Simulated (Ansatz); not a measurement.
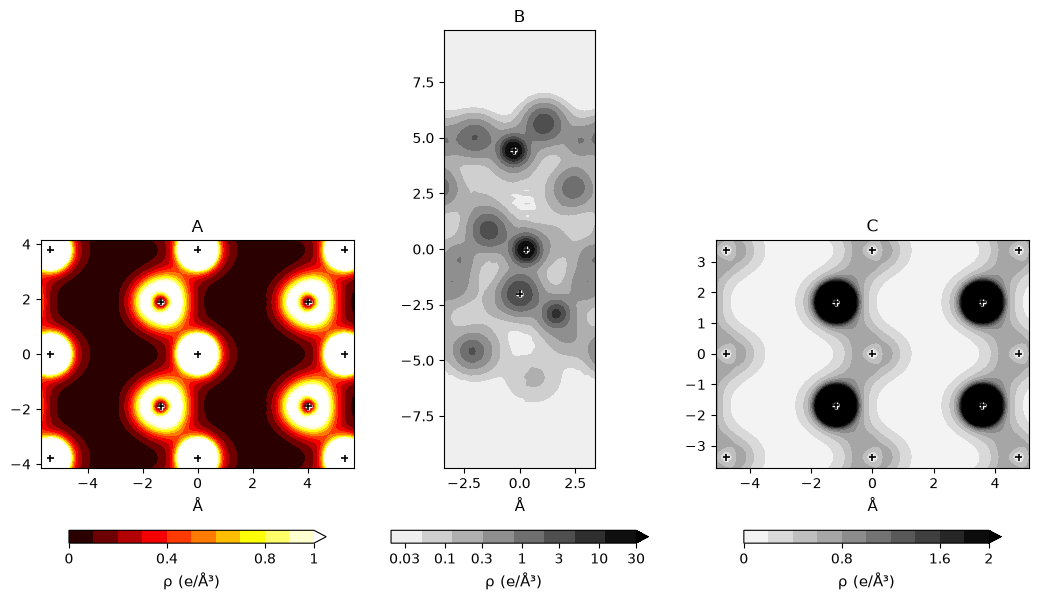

The valence charge density (pseudo) of 3 systems, each on a plane through atoms (crosses mark nuclei in the plane).

Theory: DFT PBEsol, scalar-relativistic, plane waves, PAW (Ansatz).

System 1: GaN (slab), the (11̄0) plane of the calculation cell, a cut from vacuum to vacuum. 

System 2: ZnS, the (101) plane of the conventional cell. Space group F-43m.

```
Zn S
1.0
     5.35652    0.00000    0.00000
     0.00000    0.00000   -5.35652
     0.00000    5.35652    0.00000
Zn S
4 4
Direct
  0.50000 0.50000 0.00000
  0.00000 0.50000 0.50000
  0.00000 0.00000 0.00000
  0.50000 0.00000 0.50000
  0.75000 0.75000 0.25000
  0.25000 0.75000 0.75000
  0.25000 0.25000 0.25000
  0.75000 0.25000 0.75000
```

System 3: BAs, the (101) plane of the conventional cell. Space group F-43m.

```
B As
1.0
     4.76788    0.00000    0.00000
     0.00000    0.00000   -4.76788
     0.00000    4.76788    0.00000
B As
4 4
Direct
  0.50000 0.50000 0.00000
  0.00000 0.50000 0.50000
  0.00000 0.00000 0.00000
  0.50000 0.00000 0.50000
  0.75000 0.75000 0.25000
  0.25000 0.75000 0.75000
  0.25000 0.25000 0.25000
  0.75000 0.25000 0.75000
```

> Which map belongs to which system?

Panel A is system 2, ZnS: the plane holds Zn and S. Zn–S (2.32 Å): the density is about 0.53 e/Å³ at the midpoint. Panel B is system 1, GaN: the plane holds N and Ga. Panel C is system 3, BAs: the plane holds B and As. B–As (2.06 Å): ρ is about 0.79 e/Å³ halfway.
